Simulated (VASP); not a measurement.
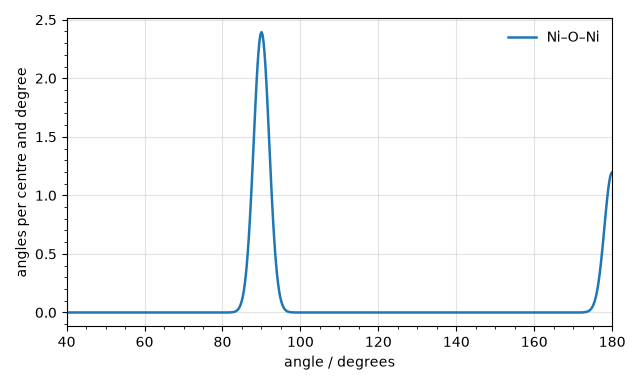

Bond-angle distributions computed from the structure of NiO; each angle is a Gaussian of σ = 2.0°. Bonds counted: Ni–O up to 2.32 Å. It is based on coordinates from a relaxation with VASP Kohn-Sham DFT of a periodic cell, BEEF-vdW, VASP PAW PBE potentials, recommended (VASP).

Where do the angles cluster?

Ni–O–Ni: 90° (12 per centre); 180° (3 per centre)

What coordination geometry do the angles point to, counting the bonds named above alone?

O has 6 Ni neighbours in an octahedral arrangement.

The structure has space group Fm-3m (No. 225); other forms of this composition would give other results.
